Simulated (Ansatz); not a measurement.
# Geometry relaxation, with input and output: CoO (part 2 of 2)

The same run, continued: CoO (R-3m, 2 atoms in the cell); DFT PBEsol, scalar-relativistic, plane waves, PAW, spin-polarised (Ansatz 0.2.0); cutoff 420 eV, 18×18×18 k-mesh, Gaussian smearing of 0.1 eV, collinear spins. The structure derives from a Materials Project entry.

Geometry of the input (Å; fractional positions):
```
1.5280  0.8822  2.2122
-1.5280  0.8822  2.2122
0.0000  -1.7644  2.2122
Co 0.0000  0.0000  0.0000
O  0.5000  0.5000  0.5000
```

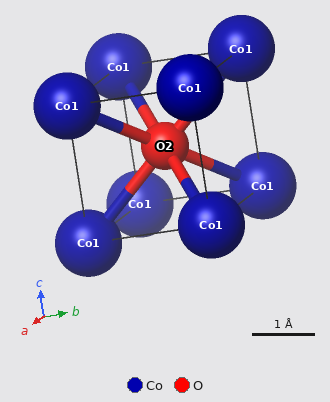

Figure 1. The geometry at step 2 of the log (ball-and-stick view of the cell of the calculation, seen slightly off an axis; atoms are numbered from 1 in the order of the input).

The program's output, continued
```
SCF iter   1: F=—  HF=-5652.309728 eV  |F-HF|=—  |Δ(HF+E_count)|=         —  Δρ=1.28e-5 (↑1.15e-5 ↓1.28e-5)  dr2=2.04e-8  dr2_m=1.12e-8  M=2.722 μB ∫|m|=2.738 μB  β_m=0.65  ethr=7.10e-9  ⟨swp⟩=3.2  Hψ=143606  notcnv=0
preconditioner: auto → none  [metal: Δε(μ)=0.001 eV  Ē_g=14.296 eV  σ=0.100 eV  W_gap=0.01  n_scr=0 (ndim 8)  ℏωp=34.0 eV  f_vac=0.000  D(μ)=3.09/eV (n_scr^D=56)]
SCF iter   2: F=—  HF=-5652.309728 eV  |F-HF|=—  |Δ(HF+E_count)|=   1.64e-8  Δρ=6.80e-6 (↑6.49e-6 ↓6.80e-6)  dr2=2.00e-8  dr2_m=1.05e-9  M=2.722 μB ∫|m|=2.738 μB  β_m=0.37  ethr=8.87e-11  ⟨swp⟩=2.0  Hψ=28377  notcnv=0
SCF iter   3: F=—  HF=-5652.309728 eV  |F-HF|=—  |Δ(HF+E_count)|=   5.18e-9  Δρ=2.75e-6 (↑2.75e-6 ↓2.40e-6)  dr2=1.10e-9  dr2_m=1.21e-10  M=2.722 μB ∫|m|=2.738 μB  β_m=0.54  ethr=8.68e-11  ⟨swp⟩=2.1  Hψ=26868  notcnv=0
SCF iter   4: F=—  HF=-5652.309728 eV  |F-HF|=—  |Δ(HF+E_count)|=   4.65e-9  Δρ=2.16e-6 (↑1.37e-6 ↓2.16e-6)  dr2=6.23e-10  dr2_m=3.24e-10  M=2.722 μB ∫|m|=2.738 μB  β_m=0.67  ethr=4.80e-12  ⟨swp⟩=2.0  Hψ=26811  notcnv=0
SCF iter   5: F=—  HF=-5652.309728 eV  |F-HF|=—  |Δ(HF+E_count)|=   1.48e-9  Δρ=2.24e-6 (↑2.24e-6 ↓1.33e-6)  dr2=2.50e-10  dr2_m=4.65e-10  M=2.722 μB ∫|m|=2.738 μB  β_m=0.78  ethr=2.71e-12  ⟨swp⟩=2.5  Hψ=32060  notcnv=0
SCF iter   6: F=—  HF=-5652.309728 eV  |F-HF|=—  |Δ(HF+E_count)|=  2.45e-10  Δρ=6.65e-7 (↑4.29e-7 ↓6.65e-7)  dr2=1.60e-11  dr2_m=4.63e-11  M=2.722 μB ∫|m|=2.738 μB  β_m=0.89  ethr=1.09e-12  ⟨swp⟩=2.0  Hψ=28508  notcnv=0
SCF iter   7: F=—  HF=-5652.309728 eV  |F-HF|=—  |Δ(HF+E_count)|=  1.73e-11  Δρ=8.86e-8 (↑6.36e-8 ↓8.86e-8)  dr2=9.56e-13  dr2_m=7.69e-13  M=2.722 μB ∫|m|=2.738 μB  β_m=0.95  ethr=1.00e-12  ⟨swp⟩=1.5  Hψ=22220  notcnv=0
SCF iter   8: F=-5652.309728 eV  HF=-5652.309728 eV  |F-HF|=9.09e-13  |Δ(HF+E_count)|=  1.82e-12  Δρ=2.85e-8 (↑1.59e-8 ↓2.85e-8)  dr2=8.24e-14  dr2_m=6.68e-14  M=2.722 μB ∫|m|=2.738 μB  ethr=1.00e-12  ⟨swp⟩=3.1  Hψ=66373  notcnv=0
SCF 4 converged in 8 iterations: F = -5652.309728 eV  dr2 = 8.24e-14
relax step   4: F+E_penalty+E_count = -5652.30972766 eV  Δ(F+E_penalty+E_count) = -1.079e-4 eV  max|allowed force component| = 7.363e-30 eV/Å  Δτ_max = 0.0000 Å  P = +0.005 GPa  Ω = 17.914 Å³  stress off target by 1.73e-2 GPa  SCF on the basis re-selected at this cell (its energy is not comparable with the rows above)  (8 SCF iters)
```

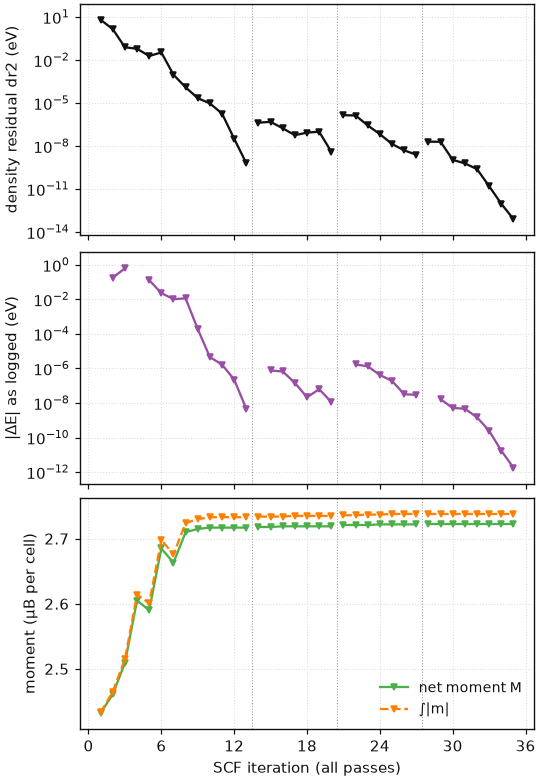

Figure 2. Convergence of the self-consistent field: density residual dr2, size of the energy change and magnetic moment against the SCF iteration. The dotted lines part the SCF passes of the relaxation: geometry steps, rejected trials and re-solves on a re-selected basis. The passes take 13, 7, 7 and 8 iterations. The net moment goes from 2.4 to 2.7 μB per cell.

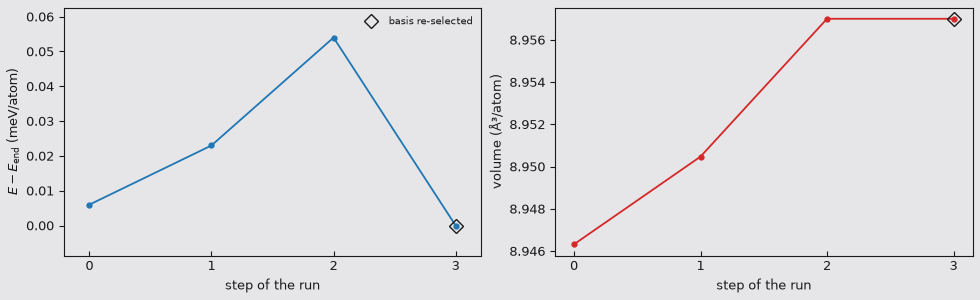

Figure 3. Progress of the relaxation, step by step (the first geometry is step 0 here and step 1 in the log). The atoms keep their places relative to the cell (all moves are under 0.005 Å). After 2 geometry steps the energy has risen by next to nothing (0.0 meV per atom). All forces vanish by symmetry, so only the cell relaxes. The pressure goes from 0.19 to 0.01 GPa. A last SCF at the same geometry on a re-selected plane-wave basis shifts the energy by −0.1 meV per atom.

```
basis re-selected at this cell: Δ(F+E_penalty+E_count) = -1.079e-4 eV, ΔP = +0.009 GPa vs the last step (what re-selecting the basis moved, of the pressure what is left beyond the Pulay correction that the steps carried, after the strain that the cell walked since its last selection, with what the two solves' SCF thresholds leave and, on support functions, any second-order correction that the steps lacked; it is no measure of the basis error at this ecutwfc). This SCF's stress stands 1.73e-2 GPa from its target on what of the cell is left free (relax.cell.stress_tol is 5.00e-2 GPa) and its largest allowed force component is 7.36e-30 eV/Å (relax.f_tol is 5.00e-3 eV/Å): within both
SCF converged after 8 iterations
Magnetization: 2.7222 μB (12.8611 up, 10.1389 down)
Absolute magnetization: 2.7376 μB (∫|ρ↑−ρ↓|, with the PAW one-centre terms)
Spin contamination: 0.0104 ħ² per cell (⟨S²⟩ above its minimum at these occupations)
Per-site moments (μB) at R_I (Å): [(2.3188362895787153, 0.8593025580220841), (0.2880631489174273, 0.8593025580220841)]
Free energy (F): -5652.309728 eV
Harris-Foulkes:  -5652.309728 eV  (|F-HF|=9.09e-13)
Internal energy: -5652.294255 eV  (E = F + TS)
E sigma→0 (E₀):  -5652.301991 eV
Entropy (-TS):   -0.015473 eV (-7.737 meV/atom)
Fermi energy:    15.288520 eV
--- Per-component energies (eV) ---
  E_band       = -276.394232
  E_kinetic    = 619.812957
  E_local      = -3315.640553  (includes V_loc(G=0)·N_el)
  E_nonlocal   = 515.497712
  E_hartree    = 1362.232398
  E_xc         = -227.189401
  E_vxc        = -293.544227  (∫ρ·V_xc dr)
  E_paw        = -1638.374216  (= ΣΔE_a)
  E_vpaw       = -526.987365  (= ΣTr[D̂ρ^β])
  E_aug_tail   = 0.002460  (compensation charges beyond the density's cutoff)
  E_ewald      = -2968.859318
  E_core_change = 0.223707  (= ΣΔE_core)
  E_smearing   = -0.015473  (= −TS)
  E_closure    = -0.000000  (closes the sum)
  Σ components = -5652.309728   (vs F -5652.309728, Δ=0.00e0)
--- Forces (eV/Å), atoms counted from 1 ---
  atom   1  Co    -0.00000000     0.00000000    -0.00000000
  atom   2  O     -0.00000000     0.00000000    -0.00000000
  max |Σ_I F_I| component: 1.89e-29 eV/Å
--- Stress (GPa, compression-positive) ---
       -0.000624       0.000000       0.000000
        0.000000      -0.000624      -0.000000
        0.000000      -0.000000       0.017315
  P = ⅓ Tr σ = 0.0054 GPa (0.054 kbar)
--- Band table (eV; the first three rows and the last of 1160) ---
  k-point 0 ↑: bands = ["-81.2391", "-44.6785", "-44.6785", "-44.5503", "-5.6426", "11.5406", "11.5406", "11.7931", "11.7931", "12.1279", "12.1279", "12.2318", "12.4584", "16.5308", "31.8938", "32.7161", "32.7161"]
  k-point 1 ↑: bands = ["-81.2389", "-44.6797", "-44.6786", "-44.5510", "-5.6069", "11.1184", "11.1199", "11.6500", "11.9634", "12.0093", "12.4199", "12.4967", "12.7076", "16.7479", "30.9998", "32.6572", "33.4355"]
  k-point 2 ↑: bands = ["-81.2385", "-44.6833", "-44.6787", "-44.5527", "-5.5024", "10.4084", "10.5931", "11.1458", "12.0455", "12.2078", "12.5955", "12.9808", "13.2103", "17.3065", "29.7273", "32.4312", "34.1958"]
  k-point 579 ↓: bands = ["-78.3869", "-41.9147", "-41.8827", "-41.8827", "-3.3160", "7.1815", "9.4627", "9.4627", "15.3570", "15.3570", "15.6855", "18.1693", "18.1693", "19.9327", "27.4758", "27.8231", "27.8231"]
--- Relaxed structure (3 steps of the walk, 3 accepted, 1 SCFs on fresh bases) ---
  F+E_penalty+E_count = -5652.30972766 eV   max|allowed force component| = 7.363e-30 eV/Å   (the final SCF, on the basis selected at the relaxed cell)
  cell:  # Å, volume = 17.9140 Å³
    - [1.5280577605661398, 0.8822245593834718, 2.214737346631033]
    - [-1.5280577605661398, 0.8822245593834718, 2.214737346631033]
    - [-1.0277305609095013e-34, -1.764449118817001, 2.2147373466110927]
  atoms:
    - { symbol: Co, position: [-1.5114582965853443e-37, -1.5114582965853443e-37, -1.5114582965425127e-37] }
    - { symbol: O, position: [0.5000000000000001, 0.5000000000000001, 0.5000000000000001] }
--- Löwdin populations: 2 sites ---
  site symbol       q [e]    m [muB]
     0     Co     15.9599     2.3556
     1      O      6.9146     0.3719
  spilling = 0.005457 (of n_electrons = 23.000000)
```

File populations.tsv
```
# site	symbol	l	j	q_up	q_dn
# orbitals = lowdin
# n_electrons = 23.000000
# spilling = 0.005457
0	Co	0_3S	-	0.995599	0.995722
0	Co	0_4S	-	0.253336	0.234836
0	Co	1_3P	-	2.999085	2.998428
0	Co	2_3D	-	4.909717	2.573181
1	O	0_2S	-	0.937810	0.890235
1	O	1_2P	-	2.705433	2.381116
```

Trajectory as extended XYZ (Å, eV, eV/Å), 4 frames, from step=1 to step=4
```
2
Lattice="1.5280 0.8822 2.2122 -1.5280 0.8822 2.2122 0.0000 -1.7644 2.2122" Properties=species:S:1:pos:R:3:forces:R:3 step=1 energy=-5652.30972 pressure_GPa=0.19
Co    0.0000    0.0000    0.0000    0.0000   0.0000   0.0000
O     0.0000    0.0000    3.3183    0.0000   0.0000   0.0000
2
Lattice="1.5281 0.8822 2.2131 -1.5281 0.8822 2.2131 0.0000 -1.7645 2.2131" Properties=species:S:1:pos:R:3:forces:R:3 step=2 energy=-5652.30968 pressure_GPa=0.11
Co    0.0000    0.0000    0.0000    0.0000   0.0000   0.0000
O     0.0000    0.0000    3.3196    0.0000   0.0000   0.0000
2
Lattice="1.5281 0.8822 2.2147 -1.5281 0.8822 2.2147 0.0000 -1.7644 2.2147" Properties=species:S:1:pos:R:3:forces:R:3 step=3 energy=-5652.30962 pressure_GPa=-0.00
Co    0.0000    0.0000    0.0000    0.0000   0.0000   0.0000
O     0.0000    0.0000    3.3221    0.0000   0.0000   0.0000
2
Lattice="1.5281 0.8822 2.2147 -1.5281 0.8822 2.2147 0.0000 -1.7644 2.2147" Properties=species:S:1:pos:R:3:forces:R:3 step=4 energy=-5652.30973 pressure_GPa=0.01
Co    0.0000    0.0000    0.0000    0.0000   0.0000   0.0000
O     0.0000    0.0000    3.3221    0.0000   0.0000   0.0000
```

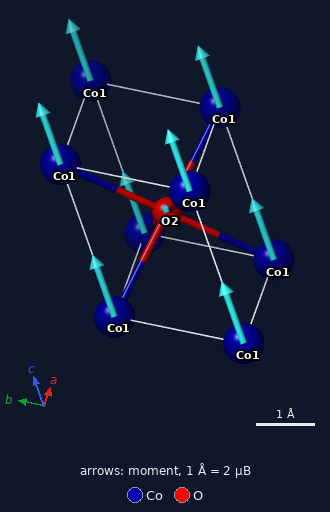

Figure 4. Magnetic moments of the sites as teal arrows (ball-and-stick view of the cell of the calculation, seen at an oblique angle; atoms are numbered from 1 in the order of the input); small moments hardly show. The run is collinear, so the axis drawn is arbitrary. Site moments: Co1 (2.32 μB); O2 (0.29 μB). They are counted near the atoms and needn't add up to the moment of the cell.

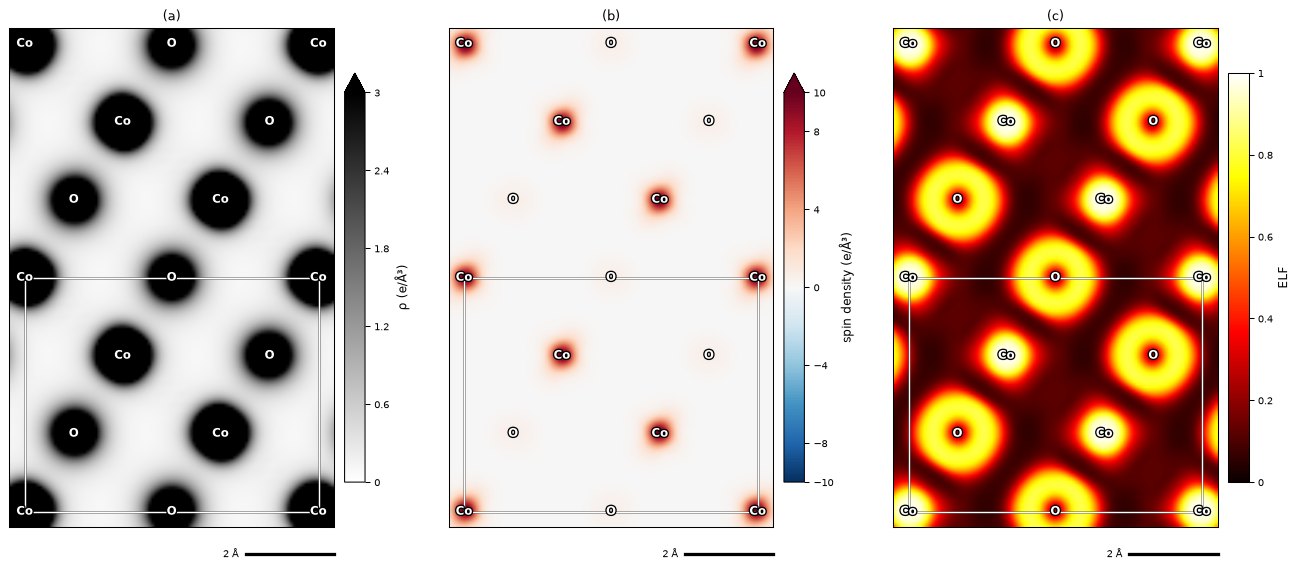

Figure 5. (a) valence charge density (pseudo); (b) spin density; (c) electron localisation function on the (110) plane of the conventional cell. Atoms in the plane: Co and O. Co–O (2.08 Å): the density is about 0.47 e/Å³ at the midpoint; the ELF is about 0.15 at the midpoint; no shared pair; the contact is polar. Away from the nuclei the density in this plane falls to 0.1 e/Å³ at its lowest. The strong features right at Co lie inside the PAW spheres (semicore, d or f shells) and say nothing about bonding. The cell of the calculation (2 atoms) carries 2.7 μB net. The fields are those of the smooth PAW valence density.

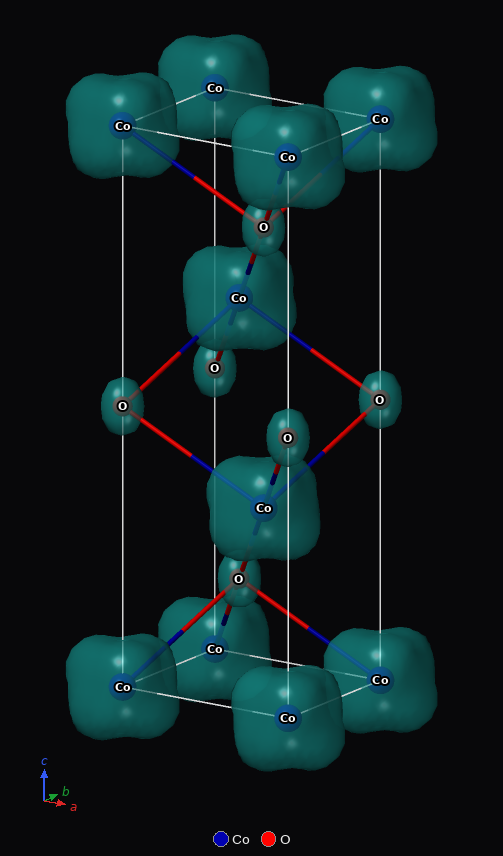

Figure 6. Isosurface of the spin density at +0.4 e/Å³ (teal), seen slightly off an axis. Sticks mark near contacts. The outline is the cell set on symmetry axes. The cell of the calculation (2 atoms) carries 2.7 μB net.
